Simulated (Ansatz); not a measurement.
**PtSe$_{3}$ (slab): density, localisation and related maps**

```cif
data_structure
_symmetry_space_group_name_H-M 'P 1'
_symmetry_Int_Tables_number 1
_cell_length_a 3.7607
_cell_length_b 3.7607
_cell_length_c 27.0544
_cell_angle_alpha 90.000
_cell_angle_beta 90.000
_cell_angle_gamma 120.000
_cell_volume 331.37
loop_
_atom_site_label
_atom_site_type_symbol
_atom_site_fract_x
_atom_site_fract_y
_atom_site_fract_z
_atom_site_occupancy
Se1 Se 0.33333 0.66667 0.27722 1
Se2 Se 0.66667 0.33333 0.36326 1
Pt1 Pt 0.00000 0.00000 0.41012 1
Se3 Se 0.33333 0.66667 0.45698 1
Se4 Se 0.66667 0.33333 0.54302 1
Pt2 Pt 0.00000 0.00000 0.58988 1
Se5 Se 0.33333 0.66667 0.63674 1
Se6 Se 0.66667 0.33333 0.72278 1
```

Not relaxed (largest force 0.9 eV/Å).

Theory: DFT PBEsol, scalar-relativistic, plane waves, PAW (Ansatz 0.2.0).

In a PAW calculation such maps are meaningful between the atoms, not at the nuclei.

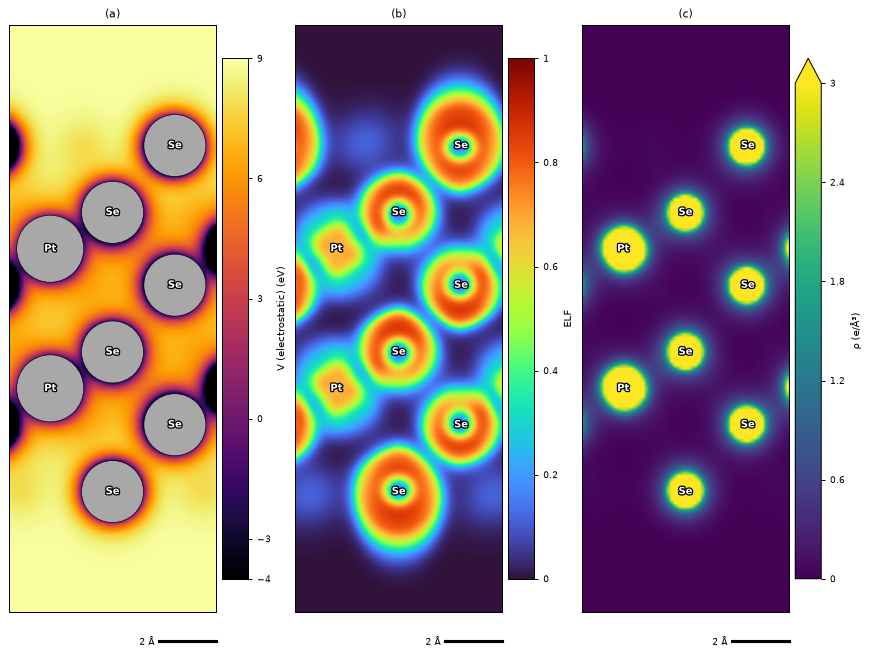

Figure 1. (a) electrostatic potential energy of an electron; (b) electron localisation function; (c) valence pseudo-density on the (110) plane of the calculation cell, a cut from vacuum to vacuum. Grey discs cover the atomic cores in the potential map.

> What does the map show?

- The section cuts through Se and Pt sites.
- Pt–Se (2.51 Å): ρ is about 0.57 e/Å³ halfway; the ELF is about 0.45 at the midpoint.
- The density dies away to nearly zero in the vacuum.
- The features right at Pt lie inside the PAW spheres, where the map follows smoothed inner orbitals and isn't to be read closely.
- Outside the cores the potential energy rises away from the atoms and is highest in the vacuum; its zero is arbitrary.

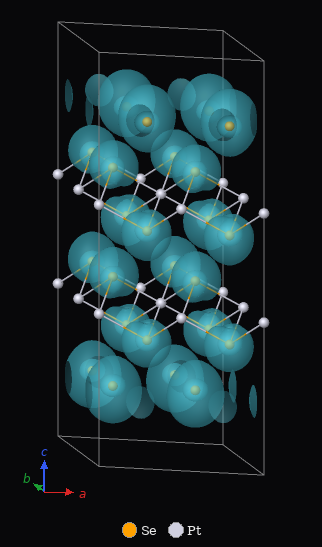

Figure 2. Isosurface of the ELF at 0.65 (cyan), seen slightly off an axis. Core shells and regions of very low density are left out. Sticks mark near contacts.

> What do the ELF domains correspond to?

The ELF exceeds this value in six regions wrapped around Se (the valence shell of each), counted in one cell of 8 atoms. Counts are for one cell; the picture repeats the cell along the surface.

> Does the calculation make it a metal, or give it a gap?

It is metallic or semimetallic at this level of theory: no gap opens.
